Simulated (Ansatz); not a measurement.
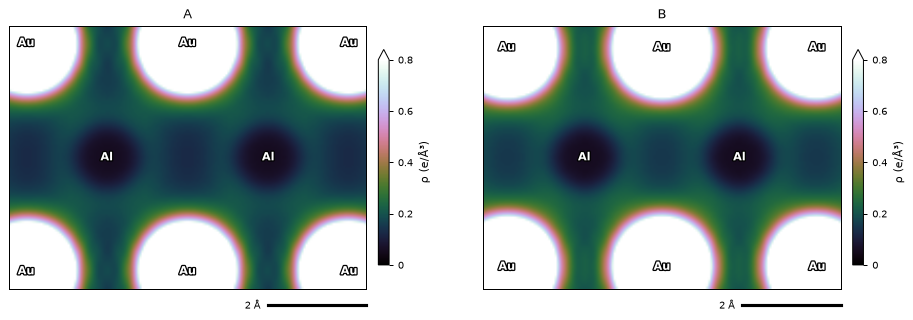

AlAu. The valence pseudo-density of two cells that differ in size, on the (011) plane of each (indices in the axes of the calculation cell), at one length scale and on one colour scale; one has 15.7 and the other 17.8 Å³ an atom.

Theory: Ansatz 0.2.0, Kohn-Sham DFT of a periodic cell, HSE06, Ansatz PAW.

In a PAW calculation such maps are meaningful between the atoms, not at the nuclei.

The larger cell:

```
Au Al
1.0
     3.28717    0.00000    0.00000
     0.00000    3.28717    0.00000
     0.00000    0.00000    3.28717
Au Al
1 1
Direct
  0.50000 0.50000 0.50000
  0.00000 0.00000 0.00000
```

The smaller cell: a = 3.158 Å, b = 3.158 Å, c = 3.158 Å, α = 90.00°, β = 90.00°, γ = 90.00°.

Question: Which is the denser cell? Describe the effect of the change.

Answer: Panel B is the smaller cell, by 11 % in volume. From the larger cell to the smaller, Al–Au goes from 2.85 to 2.74 Å, and the density at its midpoint from 0.26 to 0.31 e/Å³; the pressure goes from −9 to 4.7 GPa.
